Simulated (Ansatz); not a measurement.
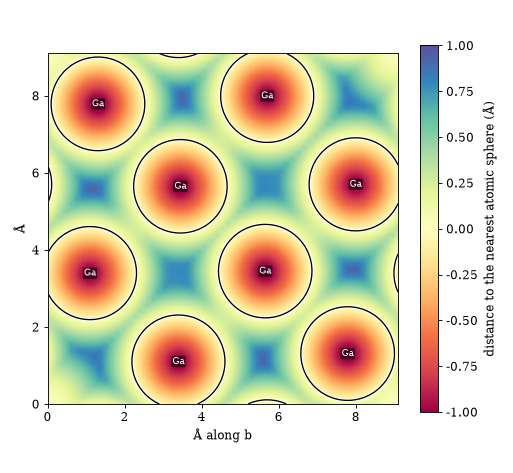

Map of the distance to the nearest atomic sphere in Ga₁₇N₁₅ in space group I-43m, computed on the section x = 0.137 (parallel to b and c; the dashed line is one cell). The black line marks the spheres' surfaces; positive values are empty space; unlabelled circles belong to atoms above or below the section.

Hard-sphere model; covalent radii (Cordero): Ga 1.22 Å, N 0.71 Å.

Source of the atomic positions: the end point of a relaxation in a fixed cell with DFT PBE, scalar-relativistic, plane waves, PAW in Ansatz 0.2.0.

```yaml
crystal:
  lattice:
    - [9.09695, 0.00000, 0.00000]
    - [0.00000, 9.09695, 0.00000]
    - [0.00000, 0.00000, 9.09695]
  atoms:
    - { symbol: Ga, position: [0.35618, 0.35618, 0.35618] }
    - { symbol: Ga, position: [0.87899, 0.12101, 0.62662] }
    - { symbol: Ga, position: [0.12662, 0.62101, 0.37899] }
    - { symbol: Ga, position: [0.87338, 0.37899, 0.37899] }
    - { symbol: Ga, position: [0.64382, 0.35618, 0.64382] }
    - { symbol: Ga, position: [0.37899, 0.37899, 0.87338] }
    - { symbol: Ga, position: [0.87899, 0.62662, 0.12101] }
    - { symbol: Ga, position: [0.64382, 0.64382, 0.35618] }
    - { symbol: Ga, position: [0.85618, 0.14382, 0.14382] }
    - { symbol: Ga, position: [0.12101, 0.62662, 0.87899] }
    - { symbol: Ga, position: [0.12662, 0.37899, 0.62101] }
    - { symbol: Ga, position: [0.37899, 0.87338, 0.37899] }
    - { symbol: Ga, position: [0.12101, 0.87899, 0.62662] }
    - { symbol: Ga, position: [0.87338, 0.62101, 0.62101] }
    - { symbol: Ga, position: [0.12101, 0.12101, 0.37338] }
    - { symbol: Ga, position: [0.12101, 0.37338, 0.12101] }
    - { symbol: Ga, position: [0.50000, 0.50000, 0.50000] }
    - { symbol: N, position: [0.00017, 0.25684, 0.74316] }
    - { symbol: N, position: [0.24316, 0.75684, 0.50017] }
    - { symbol: N, position: [0.00000, 0.50000, 0.50000] }
    - { symbol: N, position: [0.25684, 0.99983, 0.25684] }
    - { symbol: N, position: [0.00000, 0.00000, 0.50000] }
    - { symbol: N, position: [0.00017, 0.74316, 0.25684] }
    - { symbol: N, position: [0.25684, 0.25684, 0.99983] }
    - { symbol: N, position: [0.99983, 0.25684, 0.25684] }
    - { symbol: N, position: [0.75684, 0.24316, 0.50017] }
    - { symbol: N, position: [0.24316, 0.50017, 0.75684] }
    - { symbol: N, position: [0.00000, 0.50000, 0.00000] }
    - { symbol: N, position: [0.75684, 0.50017, 0.24316] }
    - { symbol: N, position: [0.49983, 0.24316, 0.24316] }
    - { symbol: N, position: [0.24316, 0.24316, 0.49983] }
    - { symbol: N, position: [0.24316, 0.49983, 0.24316] }
    - { symbol: Ga, position: [0.85618, 0.85618, 0.85618] }
    - { symbol: Ga, position: [0.37899, 0.62101, 0.12662] }
    - { symbol: Ga, position: [0.62662, 0.12101, 0.87899] }
    - { symbol: Ga, position: [0.37338, 0.87899, 0.87899] }
    - { symbol: Ga, position: [0.14382, 0.85618, 0.14382] }
    - { symbol: Ga, position: [0.87899, 0.87899, 0.37338] }
    - { symbol: Ga, position: [0.37899, 0.12662, 0.62101] }
    - { symbol: Ga, position: [0.14382, 0.14382, 0.85618] }
    - { symbol: Ga, position: [0.35618, 0.64382, 0.64382] }
    - { symbol: Ga, position: [0.62101, 0.12662, 0.37899] }
    - { symbol: Ga, position: [0.62662, 0.87899, 0.12101] }
    - { symbol: Ga, position: [0.87899, 0.37338, 0.87899] }
    - { symbol: Ga, position: [0.62101, 0.37899, 0.12662] }
    - { symbol: Ga, position: [0.37338, 0.12101, 0.12101] }
    - { symbol: Ga, position: [0.62101, 0.62101, 0.87338] }
    - { symbol: Ga, position: [0.62101, 0.87338, 0.62101] }
    - { symbol: Ga, position: [0.00000, 0.00000, 0.00000] }
    - { symbol: N, position: [0.50017, 0.75684, 0.24316] }
    - { symbol: N, position: [0.74316, 0.25684, 0.00017] }
    - { symbol: N, position: [0.50000, 0.00000, 0.00000] }
    - { symbol: N, position: [0.75684, 0.49983, 0.75684] }
    - { symbol: N, position: [0.50000, 0.50000, 0.00000] }
    - { symbol: N, position: [0.50017, 0.24316, 0.75684] }
    - { symbol: N, position: [0.75684, 0.75684, 0.49983] }
    - { symbol: N, position: [0.49983, 0.75684, 0.75684] }
    - { symbol: N, position: [0.25684, 0.74316, 0.00017] }
    - { symbol: N, position: [0.74316, 0.00017, 0.25684] }
    - { symbol: N, position: [0.50000, 0.00000, 0.50000] }
    - { symbol: N, position: [0.25684, 0.00017, 0.74316] }
    - { symbol: N, position: [0.99983, 0.74316, 0.74316] }
    - { symbol: N, position: [0.74316, 0.74316, 0.99983] }
    - { symbol: N, position: [0.74316, 0.99983, 0.74316] }
```

**Where is the largest hole in this section, and how large is it?**

At 0.137, 0.386, 0.863 (fractional), where the distance reaches 0.98 Å; it is enclosed by 4 Ga + 1 N (then 3 N + 2 Ga). It is the largest hole of the crystal.

**How much of the crystal lies outside the spheres?**

About 60 % of the cell's volume, and 56 % of this section's area.

**What can pass through?**

The largest sphere that fits anywhere has a diameter of 1.96 Å; the largest that can travel through the crystal, about 1.3 Å.
